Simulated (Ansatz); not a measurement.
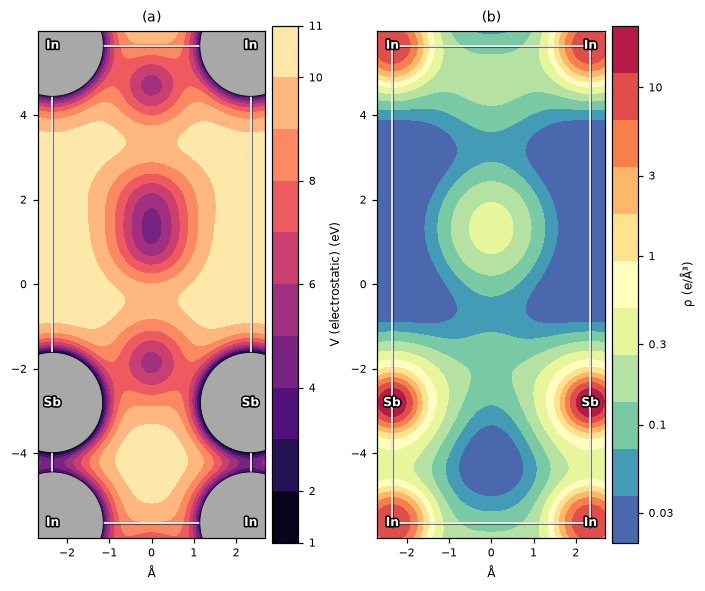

The picture shows: InSb. (a) electrostatic potential energy of an electron; (b) valence electron density on the (010) plane of the conventional cell. Grey discs cover the atomic cores in the potential map.

Space group R3m; started from the zincblende prototype, which need not be the ambient phase; changed on purpose from its base cell (epitaxial 111 strain +1.0%).

Method: DFT, HSE06, plane waves, PAW in Ansatz.

Core electrons are frozen (PAW), and the valence fields are smoothed inside the atomic spheres.

```yaml
crystal:
  lattice:
    - [3.31231, 0.00000, -3.31231]
    - [-3.31231, 3.31231, 0.00000]
    - [6.51529, 6.51529, 6.51529]
  atoms:
    - { symbol: In, position: [0.66667, 0.33333, 0.33238] }
    - { symbol: In, position: [0.33333, 0.66667, 0.66571] }
    - { symbol: In, position: [0.00000, 0.00000, 0.99905] }
    - { symbol: Sb, position: [0.00000, 0.00000, 0.25095] }
    - { symbol: Sb, position: [0.66667, 0.33333, 0.58429] }
    - { symbol: Sb, position: [0.33333, 0.66667, 0.91762] }
```

> What do the fields say about this system?

Atoms in the plane: In and Sb. In–Sb (2.84 Å): ρ at the midpoint is about 0.36 e/Å³. Between the atoms the lowest density in this plane is 0.007 e/Å³. Outside the cores the potential energy rises away from the atoms and is highest about 2.8 Å from the nearest atoms; its zero is arbitrary.
